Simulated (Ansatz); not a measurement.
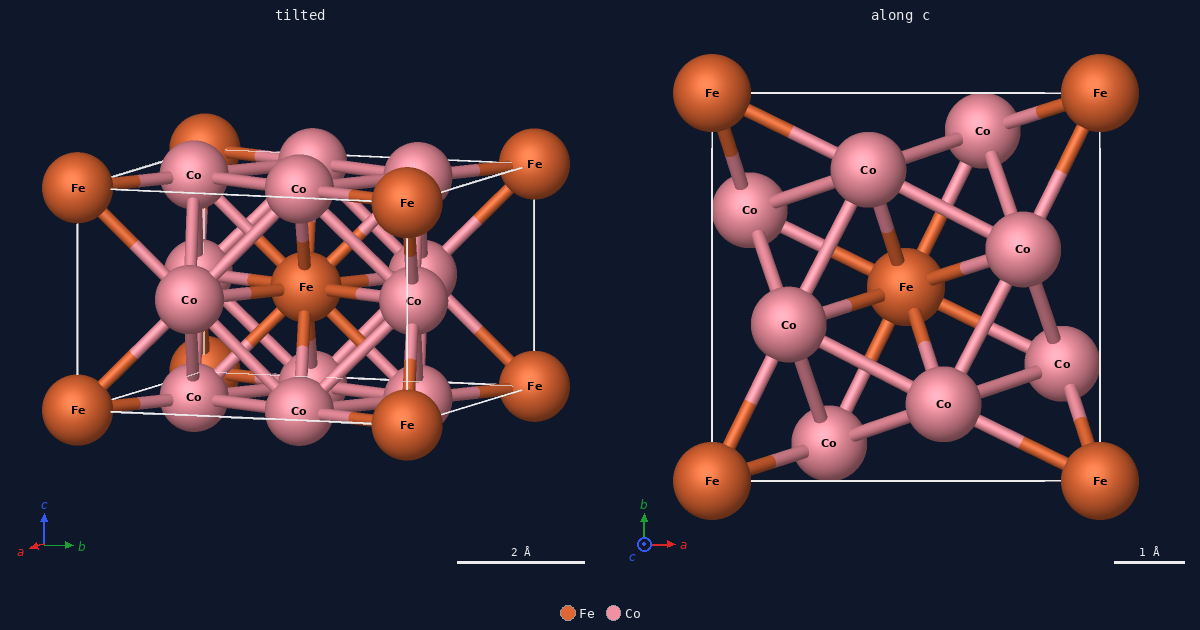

Ball-and-stick representation of a periodic structure, projected slightly off an axis and along the c axis. The conventional unit cell is drawn as a box. Cell: a = 5.60 Å, b = 5.60 Å, c = 3.55 Å, α = 90.00°, β = 90.00°, γ = 90.00°.

Starting structure: a structure type filled with these elements by a generator (whether the compound takes this form wasn't checked). Earlier steps of the study may have refined or changed the cell and positions. A calculation with Ansatz used it as input.

**State composition, symmetry and coordination.**

The structure is one of FeCo$_{4}$. The symmetry is that of I4/m (No. 87), on a body-centred tetragonal lattice. Content of the cell: 2 Fe, 8 Co (Z = 2). The neighbours of Fe are twelve Co in a cuboctahedral arrangement at about 2.5 Å. Each Co atom is coordinated by nine Co and three Fe in a cuboctahedral arrangement (about 2.5 Å to Co, 2.5 Å to Fe). The bonds build a three-dimensional framework.

Electronic-structure method: DFT PBE, scalar-relativistic, plane waves, PAW in Ansatz 0.2.0. Parameters: a cutoff energy of 420 eV, k-points about 0.17 Å⁻¹ apart, Gaussian smearing of 0.1 eV, collinear spins.

**Which atoms carry magnetic moments in this run, and how do they order?**

The state reached is ferromagnetic. Sizes: Fe 2.6 μB and Co 1.7 μB; net moment 9.2 μB in the run's cell of 5 atoms.

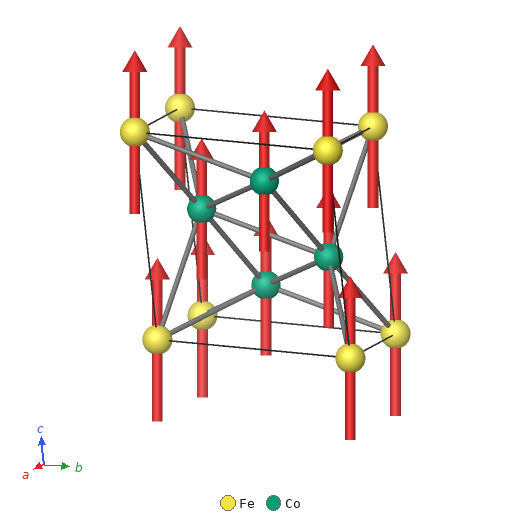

Site moments above 0.25 μB as arrows, small induced ones on non-metal atoms left out (red along the largest or up, blue against, purple across). The run's cell of 5 atoms is drawn in a reduced setting, so axes and origin can differ from the first picture.

**Does it come out as a metal, or with a gap?**

A metal: bands cross the Fermi level.

**How are the electrons shared out in a Bader analysis?**

Fe +0.22 e; Co -0.05 e.

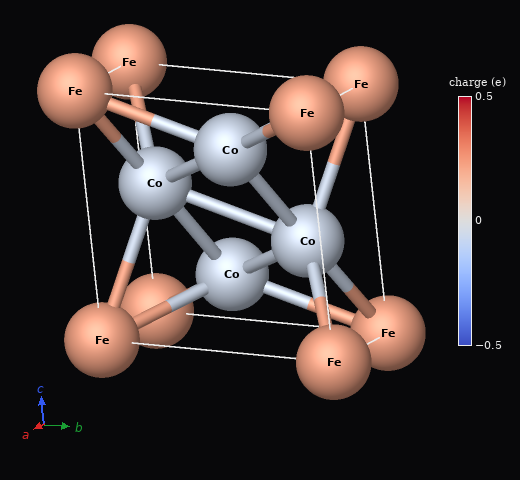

The atoms coloured by those charges. The run's cell of 5 atoms is drawn in a reduced setting, so axes and origin can differ from the first picture.

**Is the structure relaxed at this level of theory?**

Yes. All forces vanish to within 0.01 eV/Å. The pressure is 0.0 GPa, close to zero.
